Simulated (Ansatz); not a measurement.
# Single-point calculation of TaN (part 3 of 3)

TaN (P-6m2, 2 atoms in the cell); DFT r2SCAN+U, scalar-relativistic, plane waves, PAW, Ueff = 3 eV on Ta atom 1 d, spin-polarised (Ansatz 0.2.0); cutoff 500 eV, 7×7×7 k-mesh, Gaussian smearing of 0.05 eV, collinear spins. The structure derives from an entry of the Crystallography Open Database. It belongs to a series of runs on one base structure; here: natural orbitals of the symmetric run, filled by rank.

Geometry of the input (Å; fractional positions):
```
2.9380  0.0000  0.0000
-1.4690  2.5444  0.0000
0.0000  0.0000  2.8830
Ta 0.3333  0.6667  0.5000
N  0.0000  0.0000  0.0000
```

**Output, continued**
```
WARN: hamiltonian.hubbard: on 1 of 2 specified blocks the occupation matrix of this SCF's result fails the test of the specified filling. At site 0 ↑ (sites count from 0 in the list of atoms of the cell that this SCF solves) the least filled combination of the orbitals specified full has occupation 0.416, and the fullest combination of the orbitals specified empty has occupation 0.416; the filling counts as kept where the first is at least 0.75 and exceeds the second by more than 0.25. The state of this SCF's result may not hold the specified filling, though these bounds can also misjudge a state that does. This warning does not say which state is lower in energy, or whether the specified filling is a self-consistent state at all; see hamiltonian.hubbard.sites[].starting_ns, Limitations, and scf.initial_density.shell_occupations in the input reference
SCF 1 converged in 32 iterations: F = -10328.411114 eV  dr2 = 1.63e-12
  greatest PAW one-centre occupation: 0.998 electrons in one spin orbital (limit 2), on the Ta atom at site 0 (counted from 0), in its partial waves of l = 0
this state was not tested for a lower state beside it, because the mixer in use, unlike msr1, does not test its closes by its own steps (another_mixer; see scf.mixing.algorithm and scf.lower_state_search)
SCF converged after 32 iterations
Magnetization: 0.0000 μB (9.0000 up, 9.0000 down)
Absolute magnetization: 0.0000 μB (∫|ρ↑−ρ↓|, with the PAW one-centre terms)
Spin contamination: 0.0000 ħ² per cell (⟨S²⟩ above its minimum at these occupations)
Per-site moments (μB) at R_I (Å): [(1.2608117654766234e-6, 0.9182373180157438), (-1.569662501367914e-6, 0.9182373180157438)]
Free energy (F): -10328.411114 eV
Harris-Foulkes:  -10328.411114 eV  (|F-HF|=2.36e-11)
Internal energy: -10328.410666 eV  (E = F + TS)
E sigma→0 (E₀):  -10328.410890 eV
Entropy (-TS):   -0.000448 eV (-0.224 meV/atom)
Fermi energy:    20.405500 eV
--- Per-component energies (eV) ---
  E_band       = -67.265437
  E_kinetic    = 501.551276
  E_local      = -603.599031  (includes V_loc(G=0)·N_el)
  E_nonlocal   = 59.333391
  E_hartree    = 203.814883
  E_xc         = -265.948930
  E_vxc        = -308.650187  (∫ρ·V_xc dr)
  E_hubbard    = 3.363204  (on-site DFT+U / exact-exchange correction)
  E_vhub       = 1.196459  (the Hubbard potential's part of the band-sum identity)
  E_paw        = -8552.117405  (= ΣΔE_a)
  E_vpaw       = -140.527258  (= ΣTr[D̂ρ^β])
  E_aug_tail   = 0.000081  (compensation charges beyond the density's cutoff)
  E_vtau       = 15.800077  (kinetic-family band-sum trace: ∫τ·v_τ [+ j·A + Jᵃ·Aᵃ] dr)
  E_ewald      = -1674.022290
  E_core_change = -0.785845  (= ΣΔE_core)
  E_smearing   = -0.000448  (= −TS)
  E_closure    = -0.000000  (closes the sum)
  Σ components = -10328.411114   (vs F -10328.411114, Δ=0.00e0)
--- Specified on-site occupations, and those of the state reported ---
  electrons in the specified blocks: 2.1000 specified, 3.6866 found
  site 0 (l=d) ↑: largest change of an orbital's occupation 0.5543; electrons 2.0000 specified, 1.8433 found; spectral distance 0.8996
  site 0 (l=d) ↓: largest change of an orbital's occupation 0.4707; electrons 0.1000 specified, 1.8433 found; spectral distance 0.8065
--- Forces (eV/Å), atoms counted from 1 ---
  atom   1  Ta    -0.00000000    -0.00000205     0.00000000
  atom   2  N     -0.00000000    -0.00000033     0.00000000
  max |Σ_I F_I| component: 2.38e-6 eV/Å
--- Stress (GPa, compression-positive) ---
        2.860398       0.000000       0.000000
        0.000000       2.860705       0.000000
        0.000000       0.000000       2.272941
  P = ⅓ Tr σ = 2.6647 GPa (26.647 kbar)
--- Band table (eV; the first three rows and the last of 128) ---
  k-point 0 ↑: bands = ["-50.3330", "-15.9717", "-15.7297", "-15.7297", "1.5495", "15.5646", "15.5646", "15.7837", "17.2000", "22.7058", "24.1122", "24.1122", "25.1203", "25.1203"]
  k-point 1 ↑: bands = ["-50.3229", "-16.1606", "-15.7145", "-15.7145", "1.9603", "14.5010", "15.7395", "15.7396", "18.2760", "22.6541", "22.6542", "23.4263", "25.8105", "25.8105"]
  k-point 2 ↑: bands = ["-50.3000", "-16.5651", "-15.6804", "-15.6804", "2.9769", "12.4201", "16.1563", "16.1563", "20.3859", "21.1247", "21.1248", "25.0636", "25.3761", "25.3761"]
  k-point 63 ↓: bands = ["-50.2112", "-16.6362", "-16.4314", "-15.9301", "3.8192", "12.8727", "13.5915", "15.5930", "18.8548", "24.4157", "24.8328", "25.7122", "27.6839", "31.2003"]
Occupation matrices written to [file]
--- Löwdin populations: 2 sites ---
  site symbol       q [e]    m [muB]
     0     Ta     12.1381     0.0000
     1      N      5.7682    -0.0000
  spilling = 0.005204 (of n_electrons = 18.000000)
--- Occupation matrices: 1 shell (run DFT+U table (all-electron-ortho-atomic); ε = 4.47e-4) ---
  Ta0 d_5D: site group D3h (-6m2)
  Ta0 d_5D up     Tr n = 1.8433  λ = 0.261 0.261 0.416 0.416 0.491  [2× xz 0.50 E''(1.00) | 2× x2-y2 0.50 E'(1.00) | z2 1.00 A1'(1.00)]
  Ta0 d_5D dn     Tr n = 1.8433  λ = 0.261 0.261 0.416 0.416 0.491  [2× xz 0.50 E''(1.00) | 2× x2-y2 0.50 E'(1.00) | z2 1.00 A1'(1.00)]
  specified occupation → Ta0 d_5D up: matrix, ‖Δ‖_F = 0.8996, Tr Δ = +0.1567, displaced = 0.9552, d_λ = 0.8996; orbital distance = 0.7071
  specified occupation → Ta0 d_5D dn: matrix, ‖Δ‖_F = 0.8065, Tr Δ = -1.7433, displaced = 0.8717, d_λ = 0.8065; orbital distance = 0.0000
  Tr n, λ and their labels are of the run-group-symmetrised matrices; stabiliser: 24 of 24 elements of G0×{1,Θ} (closed), max defect 2.4e-5 at τ = 9.5e-5
```

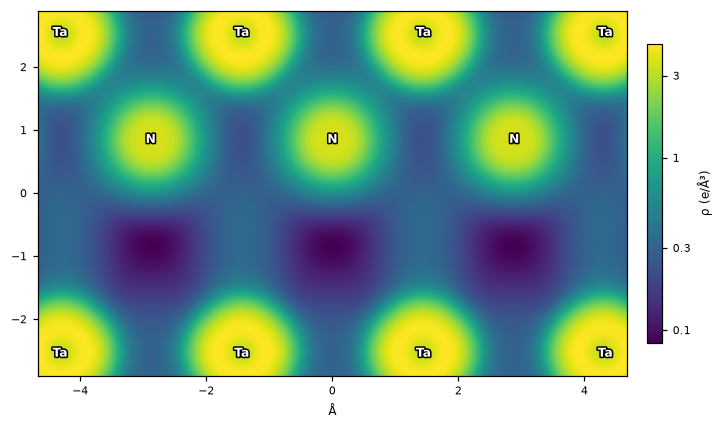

*Valence pseudo-density on the (110) plane of the conventional cell.*

The plane passes through Ta and N nuclei. Ta–N (2.23 Å): the density is about 0.53 e/Å³ at the midpoint. Ta–Ta (2.88 Å): ρ at the midpoint is about 0.29 e/Å³. Away from the nuclei the density in this plane falls to 0.08 e/Å³ at its lowest. Core electrons are frozen (PAW), so the fields are smoothed inside the atomic spheres.

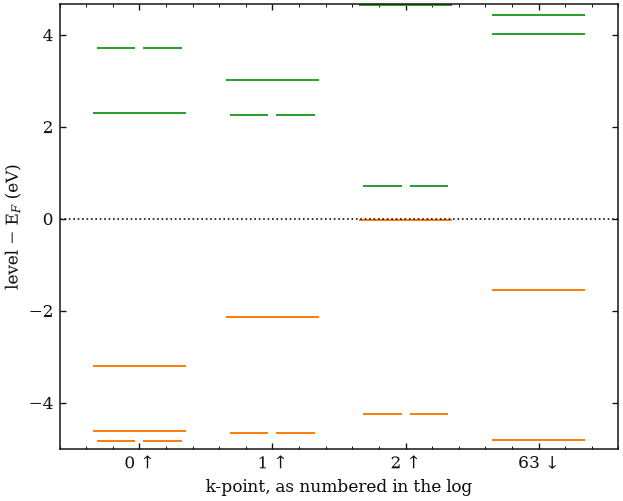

*Kohn–Sham levels near the Fermi level (dotted) at the few k-points that the log prints; levels within 0.02 eV of each other stand side by side.*

The system is metallic on the full mesh.

**Summary**

| quantity | value |
| --- | --- |
| outcome | converged |
| space group (tolerance 0.01 Å) | P-6m2 (187) |
| electrons treated | 18 |
| free energy | −10328.4111 eV |
| Fermi energy | 20.405 eV |
| gap on the k-point mesh | none (metallic) |
| net moment of the cell | 0.00 μB |
| integrated absolute moment | 0.00 μB |
| pressure | 2.66 GPa |
| largest force (length of the vector) | under 0.001 eV/Å |
| hardware | 2 threads of Arm Neoverse V2, 24 GiB of memory available, shared host |
| wall time | 22 s (CPU time 44 s) |
| peak memory | 0.4 GiB |

**Notes**

The program warns: some starting moments were not kept; the typed occupations were not kept; the state was not tested for a lower one; the occupation matrices lower the symmetry. Spin–orbit coupling is left out, which matters for Ta.
